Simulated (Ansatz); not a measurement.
Si2Ni

```
Si Ni
1.0
     0.00000    5.44683   -5.44683
     5.44683   -5.44683    0.00000
    -5.44683   -5.44683   -5.44683
Si Ni
24 12
Direct
  0.00000 0.00000 0.76590
  0.66667 0.33333 0.09923
  0.33333 0.66667 0.43257
  0.33333 0.16667 0.41667
  0.00000 0.50000 0.75000
  0.66667 0.83333 0.08333
  0.83333 0.16667 0.41667
  0.50000 0.50000 0.75000
  0.16667 0.83333 0.08333
  0.50000 0.00000 0.75000
  0.16667 0.33333 0.08333
  0.83333 0.66667 0.41667
  0.00000 0.00000 0.25000
  0.66667 0.33333 0.58333
  0.33333 0.66667 0.91667
  0.33333 0.16667 0.91667
  0.00000 0.50000 0.25000
  0.66667 0.83333 0.58333
  0.83333 0.16667 0.91667
  0.50000 0.50000 0.25000
  0.16667 0.83333 0.58333
  0.50000 0.00000 0.25000
  0.16667 0.33333 0.58333
  0.83333 0.66667 0.91667
  0.00000 0.00000 0.00000
  0.66667 0.33333 0.33333
  0.33333 0.66667 0.66667
  0.33333 0.16667 0.66667
  0.00000 0.50000 0.00000
  0.66667 0.83333 0.33333
  0.83333 0.16667 0.66667
  0.50000 0.50000 0.00000
  0.16667 0.83333 0.33333
  0.50000 0.00000 0.00000
  0.16667 0.33333 0.33333
  0.83333 0.66667 0.66667
```

Space group R3m; changed on purpose from its base cell (atom 1 (Si) moved +0.150 A towards its neighbour atom 9 (Ni) at 2.359 A); not relaxed (largest force 1.6 eV/Å); computed without spin polarisation.

Theory: DFT PBE, scalar-relativistic, plane waves, PAW (Ansatz).

What will maps of the valence pseudo-density and electron localisation function show?

Answer. Si–Ni (2.21 Å): ρ at the midpoint is about 0.58 e/Å³; the ELF peaks at about 0.75 in the valence shell of Si, 0.8 Å from its nucleus, and is about 0.50 at the midpoint.
Si–Ni (2.36 Å): the density is about 0.46 e/Å³ at the midpoint; the ELF peaks at about 0.80 in the valence shell of Si, 0.9 Å from its nucleus, and is about 0.55 at the midpoint.

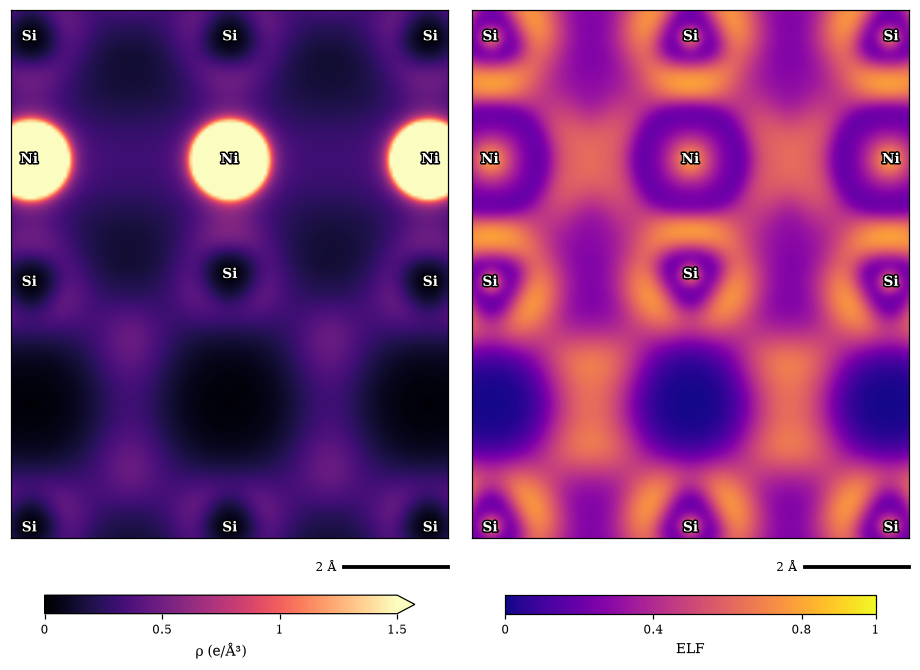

Computed valence pseudo-density and electron localisation function on the (100) plane of the conventional cell, in this order. 

In a PAW calculation such maps are meaningful between the atoms, not at the nuclei.
